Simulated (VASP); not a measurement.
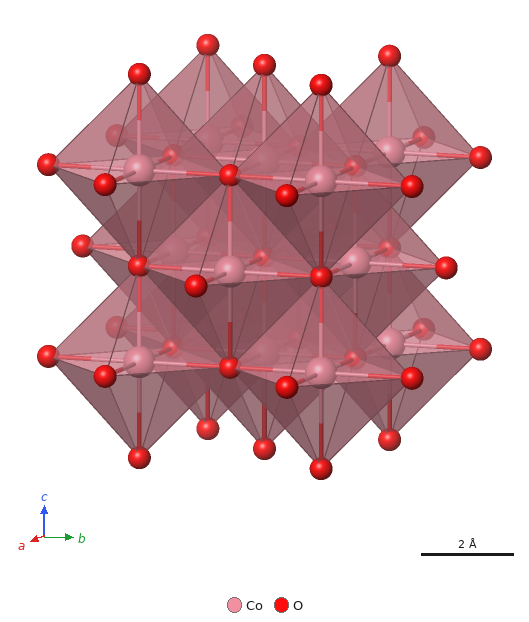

**Figure 1.** The structure as given in the input (polyhedral view of the cell 4 times as large as that of the calculation, set on its symmetry axes, seen slightly off an axis; polyhedra are completed across the faces of the cell). An atom can appear more than once, as a periodic image.

Geometry relaxation, with input and output: CoO (part 1 of 2)

The run: geometry relaxation of CoO (Fm-3m, 2 atoms in the cell). Method and program: Kohn-Sham DFT of a periodic cell, PBE with D3(BJ), VASP PAW PBE potentials, recommended, spin-polarised (VASP 6.6.1).

The structure derives from an entry of the Crystallography Open Database.

OSZICAR
```
N       E                     dE             d eps       ncg     rms          rms(c)
DAV:   1     0.946461884449E+02    0.94646E+02   -0.79946E+03  2304   0.160E+03
DAV:   2    -0.777526597123E+01   -0.10242E+03   -0.90013E+02  2400   0.297E+02
DAV:   3    -0.153496427542E+02   -0.75744E+01   -0.72760E+01  2544   0.932E+01
DAV:   4    -0.154602117532E+02   -0.11057E+00   -0.11043E+00  2500   0.114E+01
DAV:   5    -0.154629775452E+02   -0.27658E-02   -0.27657E-02  2620   0.187E+00    0.166E+01
RMM:   6    -0.143333694993E+02    0.11296E+01   -0.14637E+01  2258   0.498E+01    0.212E+01
RMM:   7    -0.131965441419E+02    0.11368E+01   -0.36337E+00  2257   0.270E+01    0.815E+00
RMM:   8    -0.130857403198E+02    0.11080E+00   -0.12837E-01  2258   0.423E+00    0.425E+00
RMM:   9    -0.130812691186E+02    0.44712E-02   -0.18959E-01  2312   0.413E+00    0.241E+00
RMM:  10    -0.130661213043E+02    0.15148E-01   -0.44727E-02  2258   0.324E+00    0.613E-01
RMM:  11    -0.130646347693E+02    0.14865E-02   -0.15692E-02  2261   0.136E+00    0.361E-01
RMM:  12    -0.130643199730E+02    0.31480E-03   -0.12522E-03  2289   0.547E-01    0.987E-02
RMM:  13    -0.130643081356E+02    0.11837E-04   -0.24954E-04  2294   0.199E-01    0.750E-02
RMM:  14    -0.130643047595E+02    0.33762E-05   -0.10595E-04  2334   0.101E-01    0.352E-02
RMM:  15    -0.130643042397E+02    0.51974E-06   -0.22976E-05  2479   0.533E-02    0.166E-02
RMM:  16    -0.130643046516E+02   -0.41185E-06   -0.85028E-06  2142   0.350E-02
   1 F= -.13579614E+02 E0= -.13562297E+02  d E =-.135796E+02  mag=     2.9059
       N       E                     dE             d eps       ncg     rms          rms(c)
DAV:   1    -0.134284707175E+02   -0.36417E+00   -0.73433E+00  2416   0.459E+01    0.480E+00
RMM:   2    -0.130648910770E+02    0.36358E+00   -0.78397E-01  2284   0.127E+01    0.267E+00
RMM:   3    -0.130769786177E+02   -0.12088E-01   -0.36388E-01  2290   0.616E+00    0.267E+00
RMM:   4    -0.130545079746E+02    0.22471E-01   -0.43779E-02  2280   0.295E+00    0.951E-01
RMM:   5    -0.130479930600E+02    0.65149E-02   -0.87026E-03  2282   0.947E-01    0.665E-01
RMM:   6    -0.130469632202E+02    0.10298E-02   -0.13899E-03  2400   0.473E-01    0.187E-01
RMM:   7    -0.130465124575E+02    0.45076E-03   -0.45994E-04  2430   0.291E-01    0.170E-01
RMM:   8    -0.130464997328E+02    0.12725E-04   -0.17048E-04  2432   0.149E-01    0.894E-02
RMM:   9    -0.130464911367E+02    0.85961E-05   -0.63710E-05  2421   0.776E-02    0.203E-02
RMM:  10    -0.130464918576E+02   -0.72093E-06   -0.15485E-05  2249   0.337E-02    0.704E-03
RMM:  11    -0.130464920099E+02   -0.15228E-06   -0.20354E-06  1520   0.144E-02
   2 F= -.13516497E+02 E0= -.13498556E+02  d E =0.631175E-01  mag=     2.7184
       N       E                     dE             d eps       ncg     rms          rms(c)
DAV:   1    -0.131021122571E+02   -0.55620E-01   -0.83210E-01  2400   0.156E+01    0.158E+00
RMM:   2    -0.130629076253E+02    0.39205E-01   -0.83784E-02  2285   0.413E+00    0.885E-01
RMM:   3    -0.130641440193E+02   -0.12364E-02   -0.42129E-02  2287   0.209E+00    0.914E-01
RMM:   4    -0.130613698075E+02    0.27742E-02   -0.55128E-03  2280   0.106E+00    0.284E-01
RMM:   5    -0.130607153453E+02    0.65446E-03   -0.96815E-04  2278   0.349E-01    0.194E-01
RMM:   6    -0.130606423337E+02    0.73012E-04   -0.13665E-04  2444   0.135E-01    0.618E-02
RMM:   7    -0.130605961052E+02    0.46228E-04   -0.44755E-05  2369   0.981E-02    0.506E-02
RMM:   8    -0.130605967508E+02   -0.64554E-06   -0.18468E-05  2377   0.491E-02    0.270E-02
RMM:   9    -0.130605957237E+02    0.10271E-05   -0.59674E-06  2028   0.250E-02    0.634E-03
RMM:  10    -0.130605958526E+02   -0.12897E-06   -0.12646E-06  1434   0.115E-02
   3 F= -.13520952E+02 E0= -.13503499E+02  d E =0.586620E-01  mag=     2.8058
       N       E                     dE             d eps       ncg     rms          rms(c)
DAV:   1    -0.130612659370E+02   -0.67021E-03   -0.25448E-03  2480   0.862E-01    0.871E-02
RMM:   2    -0.130611450003E+02    0.12094E-03   -0.25771E-04  2286   0.229E-01    0.492E-02
RMM:   3    -0.130611491242E+02   -0.41239E-05   -0.12302E-04  2287   0.112E-01    0.501E-02
RMM:   4    -0.130611407467E+02    0.83775E-05   -0.15850E-05  2244   0.564E-02    0.164E-02
RMM:   5    -0.130611387633E+02    0.19835E-05   -0.33788E-06  1784   0.206E-02    0.112E-02
RMM:   6    -0.130611385275E+02    0.23577E-06   -0.40090E-07  1304   0.763E-03
   4 F= -.13520970E+02 E0= -.13503536E+02  d E =0.586447E-01  mag=     2.8097
```

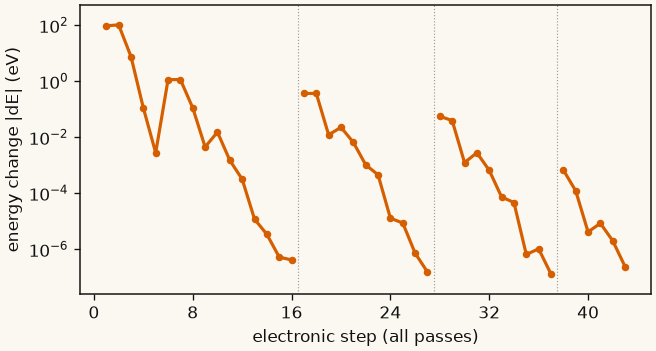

**Figure 2.** Convergence of the self-consistent field: energy change |dE| against the electronic step. Each stretch between dotted lines is the SCF of one geometry step of a relaxation. The 4 ionic steps take 6 to 16 electronic steps each. The density is held fixed in the first few steps, and dE rises again when its update begins.

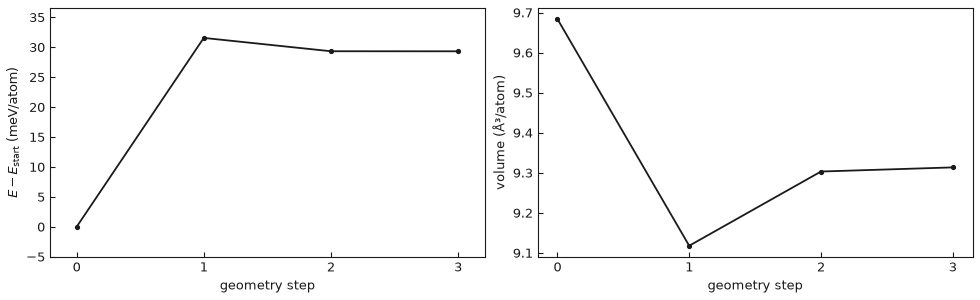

**Figure 3.** Progress of the relaxation, step by step (steps are counted from 0).

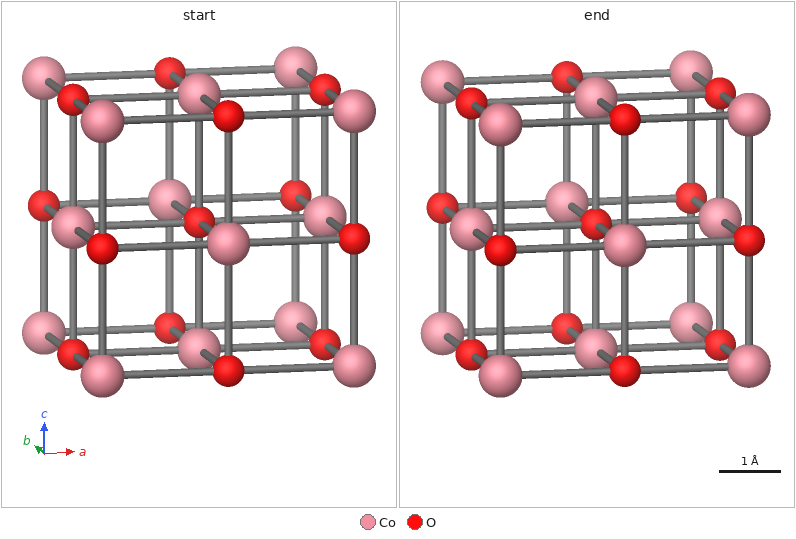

**Figure 4.** Before (left) and after (right) the relaxation, at one scale (ball-and-stick view of the cell 4 times as large as that of the calculation, set on its symmetry axes, seen at an oblique angle). The energy rises by 29.3 meV per atom in 3 geometry steps. All forces vanish by symmetry, so only the cell relaxes. The atoms keep their places relative to the cell (all moves are under 0.005 Å). The drawn cell changes as follows: a = b = c 4.263 → 4.208 Å (−1.3 %); the volume changes by −3.8 %. Distances before and after: Co1–O2 2.131 → 2.104 Å. The space group stays Fm-3m (No. 225). (Atoms are counted from 1 in the order of the input.)

Parts of OUTCAR
```
EDIFF = 1E-6
   EDIFFG = -0.01
   ENCUT = 600
   GGA = PE
   IBRION = 2
   ISIF = 3
   ISMEAR = -1
   ISPIN = 2
   IVDW = 12
   LASPH = T
   LORBIT = 11
   LREAL = F
   NELM = 100
   NSW = 40
   PREC = Accurate
 IVDW          = 12
 VDW_S6        =  1.00000000  s6, scaling of the dipole-dipole dispersion
 VDW_S8        =  0.78750002  s8, scaling of the dipole-quadrupole dispersion
 VDW_A1        =  0.42890000  a1, scaling of the critical radii
 VDW_A2        =  4.44070005  a2, offset of the critical radii
 VDW_RADIUS    = 50.20216178  two-body interaction cutoff (in Angstroms)
 VDW_CNRADIUS  = 21.16708996  CN, coordination number cutoff (in Angstroms)

 ion  position               nearest neighbor table
   1  0.000  0.000  0.000-   2 2.13   2 2.13   2 2.13   2 2.13   2 2.13   2 2.13
   2  0.500  0.500  0.500-   1 2.13   1 2.13   1 2.13   1 2.13   1 2.13   1 2.13

  LATTYP: Found a face centered cubic cell.
 ALAT       =     4.2630000000

  Lattice vectors:

 A1 = (   0.0000000000,   2.1315000000,   2.1315000000)
 A2 = (   2.1315000000,   0.0000000000,   2.1315000000)
 A3 = (   2.1315000000,   2.1315000000,   0.0000000000)

Analysis of symmetry for initial positions (statically):
=====================================================================
 Subroutine PRICEL returns:
 Original cell was already a primitive cell.

 Routine SETGRP: Setting up the symmetry group for a
 face centered cubic supercell.

 Subroutine GETGRP returns: Found 48 space group operations
 (whereof 48 operations were pure point group operations)
 out of a pool of 48 trial point group operations.

The static configuration has the point symmetry O_h .

Analysis of symmetry for dynamics (positions and initial velocities):
=====================================================================
 Subroutine PRICEL returns:
 Original cell was already a primitive cell.

 Routine SETGRP: Setting up the symmetry group for a
 face centered cubic supercell.

 Subroutine GETGRP returns: Found 48 space group operations
 (whereof 48 operations were pure point group operations)
 out of a pool of 48 trial point group operations.

The dynamic configuration has the point symmetry O_h .

Analysis of structural, dynamic, and magnetic symmetry:
=====================================================================
 Subroutine PRICEL returns:
 Original cell was already a primitive cell.

 Routine SETGRP: Setting up the symmetry group for a
 face centered cubic supercell.

 Subroutine GETGRP returns: Found 48 space group operations
 (whereof 48 operations were pure point group operations)
 out of a pool of 48 trial point group operations.

The overall configuration has the point symmetry O_h .

 Subroutine INISYM returns: Found 48 space group operations
 (whereof 48 operations are pure point group operations),
 and found     1 'primitive' translations

----------------------------------------------------------------------------------------

                                     Primitive cell

  volume of cell :      19.3681

  direct lattice vectors                    reciprocal lattice vectors
     0.000000000  2.131500000  2.131500000    -0.234576589  0.234576589  0.234576589
     2.131500000  0.000000000  2.131500000     0.234576589 -0.234576589  0.234576589
     2.131500000  2.131500000  0.000000000     0.234576589  0.234576589 -0.234576589

  length of vectors
     3.014396208  3.014396208  3.014396208     0.406298571  0.406298571  0.406298571

  position of ions in fractional coordinates (direct lattice)
     0.000000000  0.000000000  0.000000000
     0.500000000  0.500000000  0.500000000

  ion indices of the primitive-cell ions
   primitive index   ion index
                 1           1
                 2           2

----------------------------------------------------------------------------------------

 KPOINTS: k-points

Automatic generation of k-mesh.
 Grid dimensions read from file:
 generate k-points for:   10   10   10

 Generating k-lattice:

  Cartesian coordinates                     Fractional coordinates (reciprocal lattice)
    -0.023457659  0.023457659  0.023457659     0.100000000  0.000000000  0.000000000
     0.023457659 -0.023457659  0.023457659     0.000000000  0.100000000  0.000000000
     0.023457659  0.023457659 -0.023457659     0.000000000  0.000000000  0.100000000

  Length of vectors
     0.040629857  0.040629857  0.040629857

  Shift w.r.t. Gamma in fractional coordinates (k-lattice)
     0.000000000  0.000000000  0.000000000

 Subroutine IBZKPT returns following result:
 ===========================================

 Found     47 irreducible k-points:

 Following reciprocal coordinates:
            Coordinates               Weight
  0.000000  0.000000  0.000000      1.000000
  0.100000  0.000000  0.000000      8.000000
  0.200000  0.000000  0.000000      8.000000
  0.300000  0.000000  0.000000      8.000000
  0.400000  0.000000  0.000000      8.000000
  0.500000  0.000000  0.000000      4.000000
  0.100000  0.100000  0.000000      6.000000
  0.200000  0.100000  0.000000     24.000000
  0.300000  0.100000  0.000000     24.000000
  0.400000  0.100000  0.000000     24.000000
  0.500000  0.100000  0.000000     24.000000
 -0.400000  0.100000  0.000000     24.000000
 -0.300000  0.100000  0.000000     24.000000
 -0.200000  0.100000  0.000000     24.000000
 -0.100000  0.100000  0.000000     12.000000
  0.200000  0.200000  0.000000      6.000000
  0.300000  0.200000  0.000000     24.000000
  0.400000  0.200000  0.000000     24.000000
  0.500000  0.200000  0.000000     24.000000
 -0.400000  0.200000  0.000000     24.000000
 -0.300000  0.200000  0.000000     24.000000
 -0.200000  0.200000  0.000000     12.000000
  0.300000  0.300000  0.000000      6.000000
  0.400000  0.300000  0.000000     24.000000
 [... further k-points ...]
   k-points           NKPTS =     47   k-points in BZ     NKDIM =     47   number of bands    NBANDS=     12
   number of dos      NEDOS =    301   number of ions     NIONS =      2
   total plane-waves  NPLWV =  13824
   dimension x,y,z NGX =    24 NGY =   24 NGZ =   24
   dimension x,y,z NGXF=    48 NGYF=   48 NGZF=   48
   ions per type =               1   1
   NGX,Y,Z   is equivalent  to a cutoff of  13.24, 13.24, 13.24 a.u.
   NGXF,Y,Z  is equivalent  to a cutoff of  26.47, 26.47, 26.47 a.u.
 SYSTEM =  unknown system
   PREC   = accura    normal or accurate (medium, high low for compatibility)
   ISTART =      0    job   : 0-new  1-cont  2-samecut
   ICHARG =      2    charge: 1-file 2-atom 10-const
   ISPIN  =      2    spin polarized calculation?
   LNONCOLLINEAR =      F non collinear calculations
   LSORBIT =      F    spin-orbit coupling
   LASPH  =      T    aspherical Exc in radial PAW
   ENCUT  =  600.0 eV  44.10 Ry    6.64 a.u.   6.02  6.02  6.02*2*pi/ulx,y,z
   NELM   =    100;   NELMIN=  2; NELMDL= -5     # of ELM steps
   EDIFF  = 0.1E-05   stopping-criterion for ELM
   LREAL  =      F    real-space projection
   EDIFFG = -.1E-01   stopping-criterion for IOM
   NSW    =     40    number of steps for IOM
   IBRION =      2    ionic relax: 0-MD 1-quasi-New 2-CG
   NFREE  =      1    steps in history (QN), initial steepest desc. (CG)
   ISIF   =      3    stress and relaxation
   ISYM   =      2    0-nonsym 1-usesym 2-fastsym
   POTIM  = 0.5000    time-step for ionic-motion
   TEBEG  =    0.0;   TEEND  =   0.0 temperature during run
   PSTRESS=    0.0 pullay stress
   NELECT =      15.0000    total number of electrons
   NUPDOWN=      -1.0000    fix difference up-down
   EMIN   =  10.00;   EMAX   =-10.00  energy-range for DOS
   EFERMI =   0.00;   METHOD = LEGACY
   ISMEAR =    -1;   SIGMA  =   0.05  broadening in eV -4-tet -1-fermi 0-gaus
   EFERMI_NEDOS =   21; number of points for ismear=-14 and -15
   IALGO  =     68    algorithm
   IMIX   =      4    mixing-type and parameters
     AMIX     =   0.40;   BMIX     =  1.00
     AMIX_MAG =   1.60;   BMIX_MAG =  1.00
  volume/ion in A,a.u.               =       9.68        65.35
  Fermi-wavevector in a.u.,A,eV,Ry     =   1.503407  2.841027 30.752334  2.260233
  Thomas-Fermi vector in A             =   2.614521
   LORBIT       =     11    0 simple, 1 ext, 2 COOP (PROOUT), +10 PAW based schemes
   GGA     = PE    functional components
   LHFCALC =     F    Hartree Fock is set to
   AEXX    =    0.0000 exact exchange contribution
   IVDW    =    12    specifies the selected vdW correction
   LEPSILON=     F    determine dielectric tensor
   LRPA    =     F    only Hartree local field effects (RPA)
 conjugate gradient relaxation of ions
 spin polarized calculation
 RMM-DIIS sequential band-by-band and
  energy-cutoff  :      600.00
  volume of cell :       19.37
 maximum number of plane-waves:       659
   NGX = 13   NGY = 13   NGZ = 13

--------------------------------------- Ionic step        1  -------------------------------------------

 number of electron      15.0000007 magnetization       2.9058713

 Free energy of the ion-electron system (eV)
  ---------------------------------------------------
  ext. energy  EPLUGINS =         0.00000000
  ---------------------------------------------------
  free energy    TOTEN  =       -13.06430465 eV

  energy without entropy =      -13.02966966  energy(sigma->0) =      -13.04698716

------------------------ aborting loop because EDIFF is reached ----------------------------------------

 Edisp (eV)   -0.51531

 E8    (eV) :    -0.1985
```
